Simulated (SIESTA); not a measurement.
**GaSb: 7 runs along one coordinate**

System: GaSb (I-4m2, 2 atoms in the cell).
Method: Kohn-Sham DFT of a periodic cell, PBEsol, PseudoDojo 0.4 standard, converted to PSML, no spin polarisation (SIESTA 5.4.2).

The 7 runs differ only in the geometry, by an even scaling of the cell at fixed fractional positions. The structure derives from a Materials Project entry.

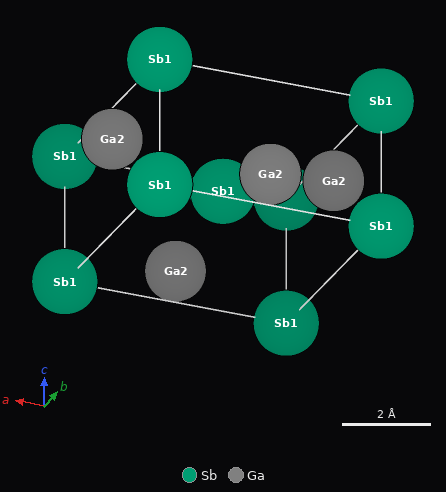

Figure 1. The structure of run 4 (spheres-only view of the cell 2 times as large as that of the calculation, set on its symmetry axes, seen at an oblique angle; atoms are numbered from 1 in the order of the input). An atom can appear more than once, as a periodic image.

### Input of run 4
```
SystemName                      GaSb
SystemLabel                     GaSb
NumberOfSpecies                 2
NumberOfAtoms                   2
%block ChemicalSpeciesLabel
  1  51 Sb
  2  31 Ga
%endblock ChemicalSpeciesLabel

LatticeConstant                 1.0 Ang
%block LatticeVectors
    -2.7534340000     2.7534340000     1.5907070000
     2.7534340000    -2.7534340000     1.5907070000
     2.7534340000     2.7534340000    -1.5907070000
%endblock LatticeVectors
AtomicCoordinatesFormat         Fractional
%block AtomicCoordinatesAndAtomicSpecies
     0.0000000000     0.0000000000     0.0000000000  1  Sb
     0.7500000000     0.2500000000     0.5000000000  2  Ga
%endblock AtomicCoordinatesAndAtomicSpecies

%block kgrid.MonkhorstPack
   10   0   0  0.0
    0  10   0  0.0
    0   0  10  0.0
%endblock kgrid.MonkhorstPack
XC.Functional                   GGA
XC.Authors                      PBEsol
PAO.BasisSize                   DZP
PAO.EnergyShift                 0.003 Ry
Mesh.Cutoff                     800 Ry
OccupationFunction              FD
ElectronicTemperature           0.05 eV
MaxSCFIterations                120
SCF.MustConverge                false
SCF.Mixer.Method                Pulay
SCF.Mixer.Weight                0.25
SCF.Mixer.History               8
SCF.DM.Tolerance                5.0e-05
SCF.H.Tolerance                 1.0e-03 eV
WriteForces                     true
Charge.Mulliken                 end
%block PAO.Basis
  Sb 4
  n=5 0 2
    5.972 0.000
  n=5 1 2
    7.842 0.000
  n=4 2 2
    3.490 0.000
  n=5 2 1
    7.842
  Ga 4
  n=4 0 2
    6.562 0.000
  n=4 1 2
    9.354 0.000
  n=3 2 2
    3.582 0.000
  n=4 2 1
    9.354
%endblock PAO.Basis
```

Command:
```bash
siesta GaSb.fdf > GaSb.out 2>&1
```

Run 3 differs from it as follows:
```diff
-    -2.7534340000     2.7534340000     1.5907070000
-     2.7534340000    -2.7534340000     1.5907070000
-     2.7534340000     2.7534340000    -1.5907070000
+    -2.7349540204     2.7349540204     1.5800307924
+     2.7349540204    -2.7349540204     1.5800307924
+     2.7349540204     2.7349540204    -1.5800307924
```

### Results, with one run withheld

```tsv
run	volume per atom (Å³)	free energy per atom, from the lowest run given (meV)	pressure (GPa)
1	22.672	1.21	1.12
2	23.155	0.00	−0.27
3	23.637	?	?
4	24.120	8.71	−2.48
5	24.602	17.63	−3.43
6	25.084	29.24	−4.25
7	25.567	43.03	−4.88
```

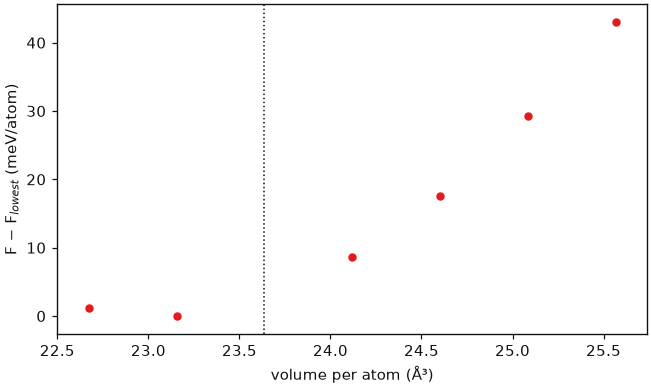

Figure 2. Free energy per atom of the runs given; the dotted line marks run 3.

What should run 3 give?

A cubic polynomial in V^(−2/3) (the Birch–Murnaghan form), fitted to the 6 runs given, misses them by at most 0.04 meV per atom. With x = V^(−2/3) − 0.11964 Å⁻², it reads F = 9.4095 − 4927.8 x + 6.2541e+05 x² + 3.7035e+06 x³ (meV per atom). At run 3 it gives 2.65 meV per atom, and the run itself gives 2.70. The slope of the fit gives a pressure −dF/dV of −1.47 GPa there, and the run prints −1.48 GPa. The fit has its minimum at 23.055 Å³ per atom, where V d²F/dV² gives 62.9 GPa. Cell shape and fractional positions are held, so this is the stiffness under even scaling; the relaxed bulk modulus wasn't computed.

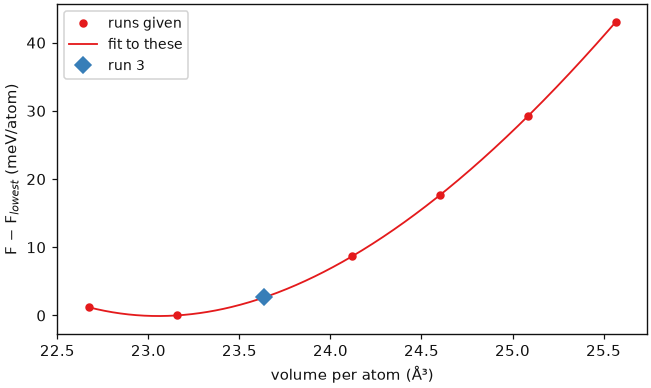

Figure 3. The fit and the withheld run.

### Some lines of the output (run 3)
```
[...]
outcell: Cell volume (Ang**3)        :     47.2744
stepf: Fermi-Dirac step function
siesta: Etot    =     -4547.204465
siesta: FreeEng =     -4547.209543
        iscf     Eharris(eV)        E_KS(eV)     FreeEng(eV)     dDmax    Ef(eV) dHmax(eV)
siesta: E_KS(eV) =            -4547.2993
siesta: E_KS - E_eggbox =     -4547.2993
siesta: Etot    =     -4547.299252
siesta: FreeEng =     -4547.304316
siesta:         Fermi =      -4.594329
siesta: Cell volume =         47.274354 Ang**3
    Orbital volume contribution        =           2.919642 eV
```

Notes: Points of doubt noted for this run: mulliken charges of long orbitals. With a small basis of atomic orbitals these values can differ much from converged plane-wave results.
